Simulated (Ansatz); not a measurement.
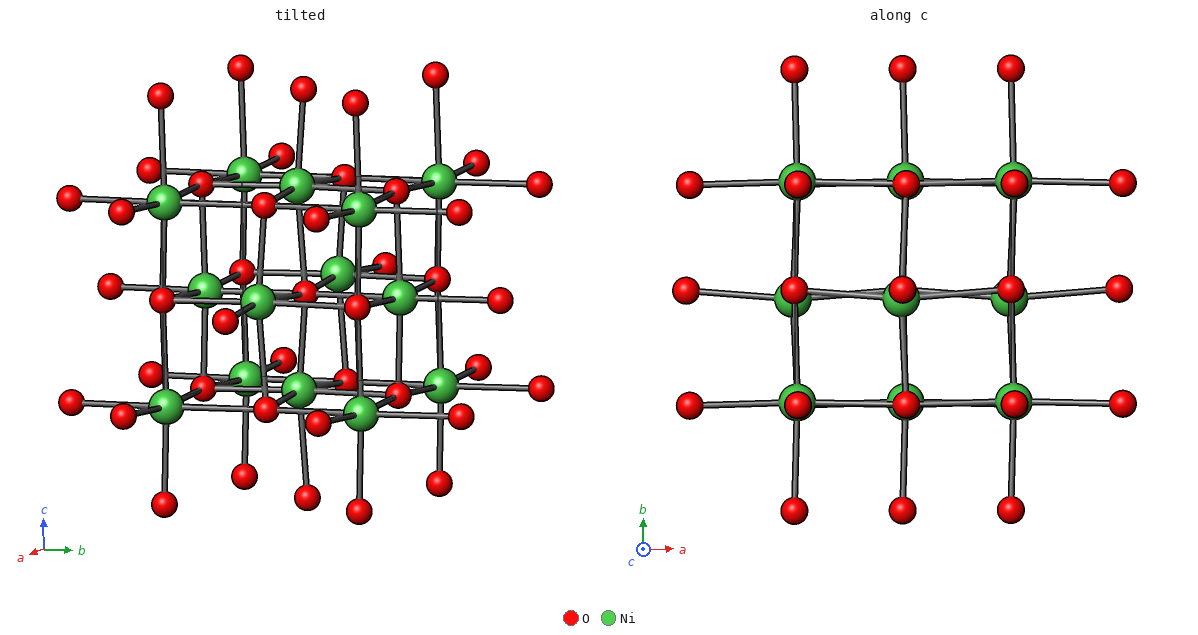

The image is a ball-and-stick drawing of a crystal, viewed slightly off an axis and along the c axis. The parallelepiped is the drawn cell (a repeat of the simulation cell). Some neighbours outside the box are added. Cell: a = 4.09 Å, b = 4.17 Å, c = 4.09 Å, α = 88.62°, β = 88.62°, γ = 89.71°.

Note that this is a known structure type with the cell strained and the atoms shaken on purpose, and that it hasn't been relaxed. It went into a calculation with Ansatz.

Q: Explain the picture.

A: The stoichiometry is NiO. Its symmetry is the lowest possible, P1. It is a distorted form of a face-centred cubic structure, space group Fm-3m (No. 225) within 0.45 Å: rock salt (NaCl type). In the cell are 4 Ni, 4 O, which makes 4 formula units. About every O there are six Ni in a distorted octahedral arrangement at about 2.0 to 2.2 Å. Each Ni has six O in a distorted octahedral arrangement at about 2.0 to 2.2 Å. Not all metal-metal contacts are counted. The bonds build a three-dimensional framework.

Setup: Ansatz, DFT, PAW plane waves, PBE; an energy cutoff of 420 eV, k-points about 0.38 Å⁻¹ apart, Fermi-Dirac smearing of 0.1 eV, collinear spins.

Q: Which atoms carry magnetic moments in this run, and how do they order?

A: The state reached is ferromagnetic. Sizes: Ni 1.2 to 1.4 μB; net moment 3.2 μB in the run's cell of 4 atoms.

Q: Is it conducting or gapped at this level?

A: A metal: bands cross the Fermi level.

Q: What are the atomic charges by Bader's partition?

A: Ni +1.12 e; O -1.12 e.

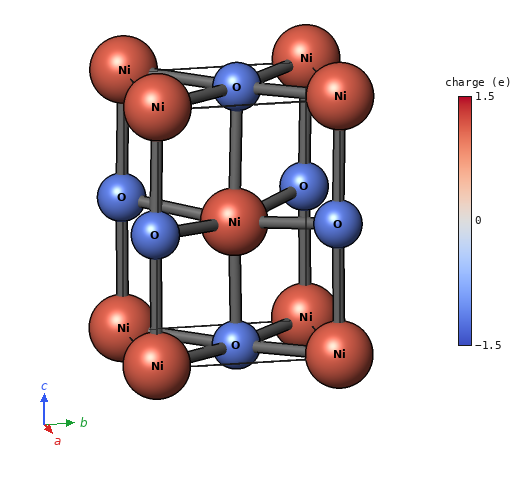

The atoms coloured by those charges. The run's cell of 4 atoms is drawn, so axes and origin can differ from the first picture.

Q: Do the forces and the stress vanish for this geometry?

A: No. The largest force is 1.01 eV/Å, on Ni. The pressure is 15.6 GPa, so the cell would expand.
